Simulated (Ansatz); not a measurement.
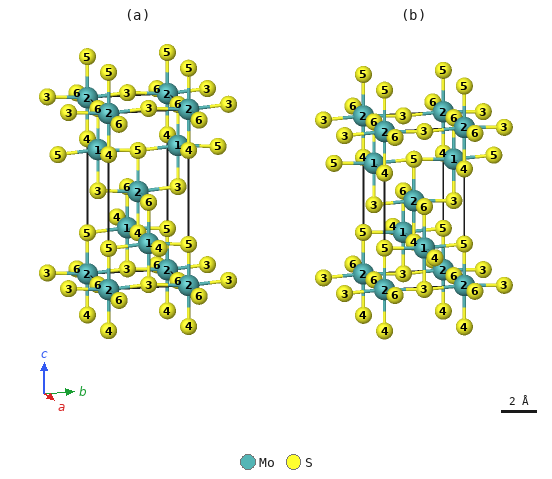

The structure of crystalline MoS2 (built on the anatase type) before (left) and after (right) a relaxation, at one scale.

The picture is a ball-and-stick view of the conventional cell (2 times the calculation's cell), seen slightly off an axis. Lengths and directions refer to the drawn axes.

These are results of DFT, r2SCAN, plane waves, PAW (Ansatz 0.2.0), not measurements.

The input:
```yaml
crystal:
  lattice:
    - [-2.3873172742, 2.3873172742, 5.1835064156]
    - [2.3873172742, -2.3873172742, 5.1835064156]
    - [2.3873172742, 2.3873172742, -5.1835064156]
  atoms:
    - { symbol: Mo, position: [0.75, 0.25, 0.5] }
    - { symbol: Mo, position: [0.0, 0.0, 0.0] }
    - { symbol: S, position: [0.516770728, 0.016770728, 0.5] }
    - { symbol: S, position: [0.766770728, 0.766770728, 0.0] }
    - { symbol: S, position: [0.233229272, 0.233229272, 0.0] }
    - { symbol: S, position: [0.983229272, 0.483229272, 0.5] }
kpoints:
  mp_grid: { grid: [8, 8, 8] }
hamiltonian:
  xc: r2scan
scf:
  occupations: { method: fermi_dirac, width: 0.02 }
relax:
  f_tol: 0.005
  cell: {}
```

Command:
```bash
ansatz run input.yaml --threads 2 --pin off --max-ram 29491MiB --backend cpu --events-out ev --progress --plain --runs-dir out
```

Q: Summarise the run.

A: The energy falls by 25.0 meV per atom in 6 accepted moves (7 points after the start). Largest force component: 0.0029 eV/Å at the start, under 0.0001 eV/Å at the end. The pressure goes from −1.20 to 0.00 GPa. At 1 point the geometry stayed and the basis and grid were re-selected for the new cell (energy shift of 0.4 meV per atom at most each time). The largest moves relative to the cell, 0.27 Å, are those of S3, S4, S5 and S6. S6 goes along +c. Mo stays in place. Cell: a = b 4.775 → 4.767 Å (−0.2 %), c 10.367 → 9.297 Å (−10.3 %). Volume −10.6 %. Near-neighbour distances that change, for instance: Mo1–S3 2.418 → 2.439 Å, Mo1–S4 2.394 → 2.386 Å. Among the angles between lasting bonds that change: Mo1–S6–Mo2 94.2° → 87.2°, S3–Mo2–S4 94.2° → 87.2°, S3–Mo2–S5 85.8° → 92.8°. The space group stays I4_1/amd (No. 141). Cost: 60 s on 2 threads of AMD EPYC 7R13 Processor (Zen 3), on a shared host, peak memory 1.2 GiB.
